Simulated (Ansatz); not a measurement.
ZrS

The calculation's input:

```
crystal:
  lattice:
    - [-0.1016412278, 2.4868450481, 2.4868450481]
    - [2.4868450481, -0.1016412278, 2.4868450481]
    - [2.4868450481, 2.4868450481, -0.1016412278]
  atoms:
    - { symbol: Zr, position: [0.0, 0.0, 0.0] }
    - { symbol: S, position: [0.5, 0.5, 0.5] }
basis:
  ecutwfc: 420
kpoints:
  mp_grid: { grid: [16, 16, 16] }
hamiltonian:
  xc: pbesol
  pseudopotentials: { kind: paw, azcp: { folder: soft_1 } }
scf:
  occupations: { method: gaussian, width: 0.15 }
output:
  forces: true
  stress: true
  eigenvalues: true
  write_density: true
  write_potential: true
  elf: true
  volumetric_format: npy
```

Run with:

```sh
ansatz run input.yaml --threads 1 --pin off --max-ram 2048MiB --backend cpu --events-out ev --progress --plain --runs-dir out
```

Below, planes, directions and counts refer to the conventional cell (a = 3.66 Å, b = 3.66 Å, c = 8.44 Å, α = 90.00°, β = 90.00°, γ = 120.00°).

Space group R-3m; computed pressure about 9 GPa in this cell; PAW files of the earlier set (soft_1).

Theory: DFT PBEsol, scalar-relativistic, plane waves, PAW (Ansatz).

The density is the valence pseudo-density of a PAW calculation; it isn't the true density close to the nuclei.

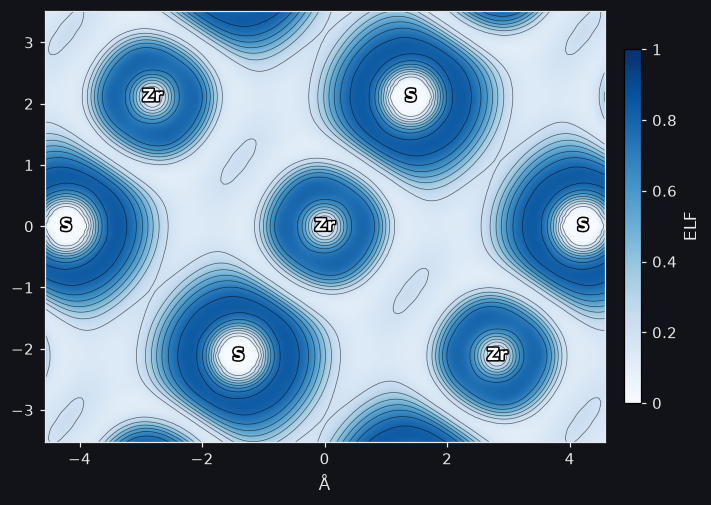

Figure 1. ELF on the (110) plane of the conventional cell.

Q: Read the bonding off the picture.

A: The plane passes through Zr and S nuclei.
Zr–S (2.54 Å): the ELF peaks at about 0.80 in the valence shell of S, 0.8 Å from its nucleus, and is about 0.25 at the midpoint; no shared electron pair shows on this line.
The features right at Zr lie inside the PAW spheres, where the map follows smoothed inner orbitals and isn't to be read closely.

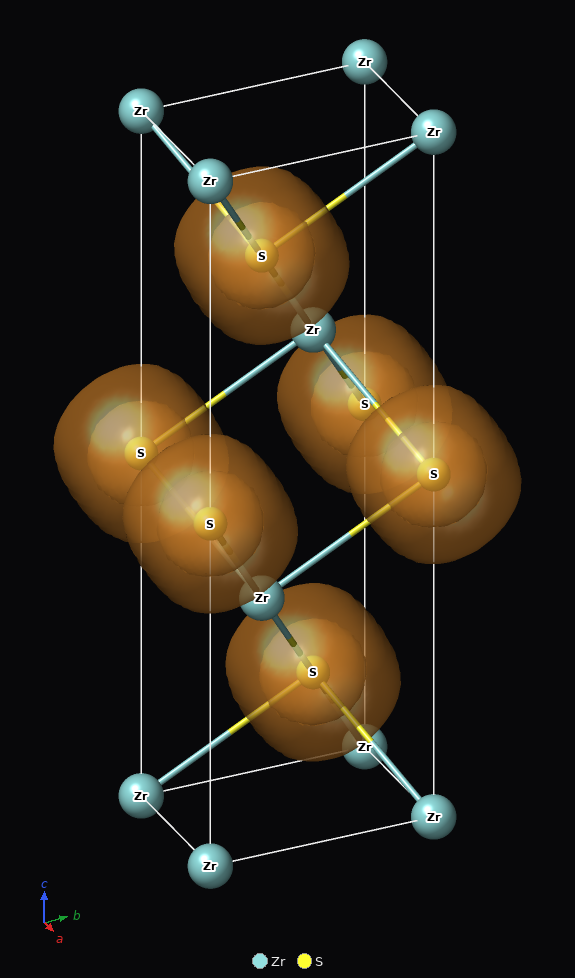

Figure 2. Isosurface of the electron localisation function at 0.75 (orange), seen slightly off an axis. Core shells and regions of very low density are left out. Sticks mark near contacts.

Q: What do the ELF domains correspond to?

A: The surface consists of three regions wrapped around S (the valence shell of each), counted in one cell of 6 atoms. Any copies at cell faces, edges or corners count once.

Q: Metal or insulator at this level of theory?

A: It is metallic or semimetallic at this level of theory: no gap opens.
